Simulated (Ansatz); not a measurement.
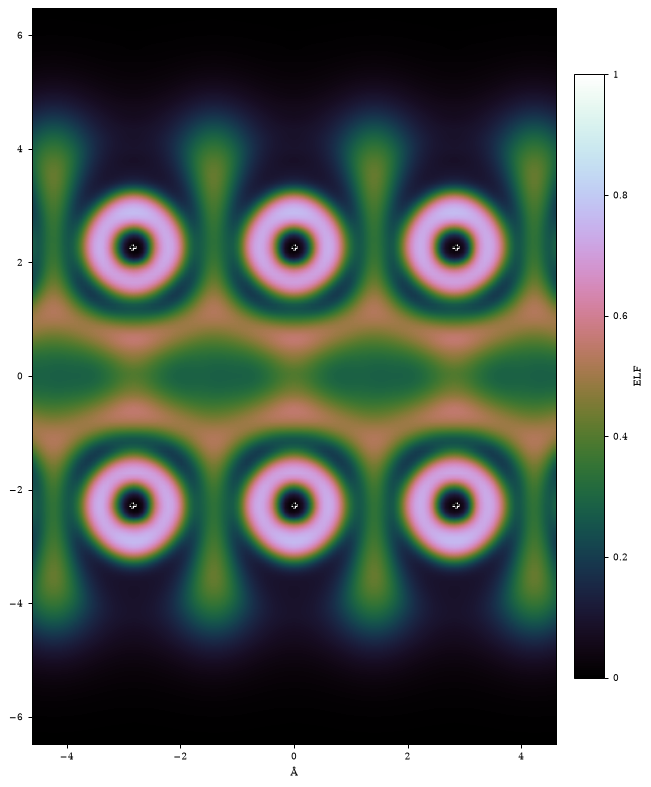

The ELF on a plane through atoms (crosses mark nuclei in the plane).

Level of theory: DFT PBE+D3(BJ), scalar-relativistic, plane waves, PAW (Ansatz 0.2.0).

Candidates:
A. Ta (slab), a = 8.53 Å, b = 8.53 Å, c = 20.65 Å, α = 90.00°, β = 90.00°, γ = 109.47°. Computed without spin polarisation.
B. InAs, a = 6.11 Å, b = 6.11 Å, c = 6.11 Å, α = 90.00°, β = 90.00°, γ = 90.00°. Space group F-43m.

Which candidate gave the map?

Candidate A: Ta on the (100) plane of the calculation cell, a cut from vacuum to vacuum, which holds Ta. Ta–Ta (2.84 Å): the ELF is about 0.35 at the midpoint.
